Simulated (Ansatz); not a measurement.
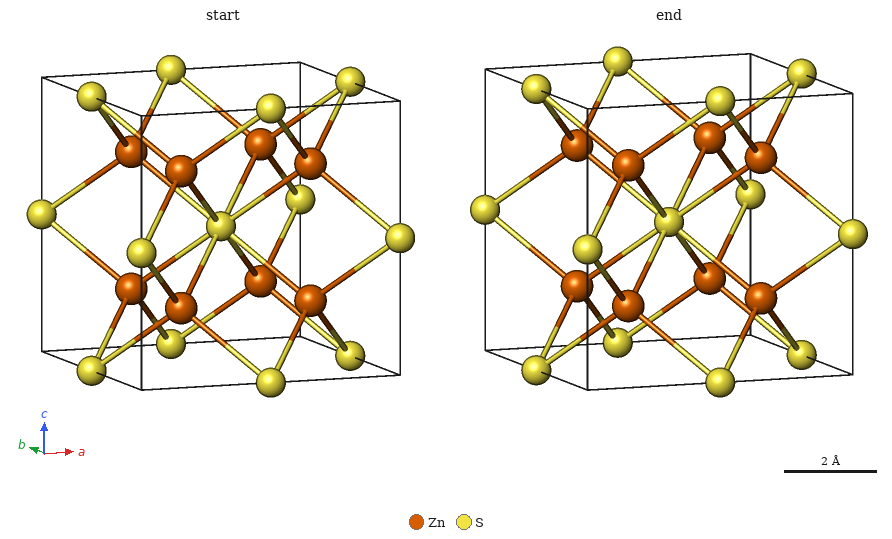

The structure of a crystal of Zn₂S (a generated structure, set up in Fm-3m) (coarse preliminary run) before (left) and after (right) a relaxation, at one scale.

Style: ball-and-stick. Shown: the conventional cell (4 times the calculation's cell), slightly off an axis. Lengths and directions refer to the drawn axes.

Theory: Ansatz, DFT PBE, scalar-relativistic, plane waves, PAW.

Input file:
```yaml
crystal:
  lattice:
    - [0.0, 3.01430955, 3.01430955]
    - [3.01430955, 0.0, 3.01430955]
    - [3.01430955, 3.01430955, 0.0]
  atoms:
    - { symbol: Zn, position: [0.25, 0.25, 0.25] }
    - { symbol: Zn, position: [0.75, 0.75, 0.75] }
    - { symbol: S, position: [0.5, 0.5, 0.5] }
basis:
  ecutwfc: 420
kpoints:
  mp_grid: { grid: [6, 6, 6] }
hamiltonian:
  xc: pbe
scf:
  occupations: { method: gaussian, width: 0.1 }
  lower_state_search: "off"
output:
  forces: true
  stress: true
  eigenvalues: true
relax:
  adjacent_minimum: "off"
  f_tol: 0.04
  max_steps: 70
  cell: { stress_tol: 0.4 }
```

Command:
```bash
ansatz run input.yaml --threads 1 --pin off --max-ram 2048MiB --backend cpu --events-out ev --progress --plain --runs-dir out
```

Summarise the run.

Answer. No atom moves by more than 0.005 Å relative to the cell. The drawn cell changes as follows: a = b = c 6.029 → 6.187 Å (+2.6 %); the volume changes by +8.1 %. Among the contacts that change: Zn1–S3 2.610 → 2.679 Å. The space group stays Fm-3m (No. 225). Over 2 accepted moves (3 points after the start) the energy falls by 20.1 meV per atom. All forces vanish by symmetry, so only the cell relaxes. Pressure: 4.53 GPa at the start and 0.15 GPa at the end. The SCF was repeated once at an unchanged geometry on a basis and grid sized afresh for the cell, which shifted the energy by 0.6 meV per atom at most. The run took 3.9 s on 1 thread of Intel(R) Xeon(R) Platinum 8488C (Sapphire Rapids), with other jobs on the host, peak memory 0.39 GiB.
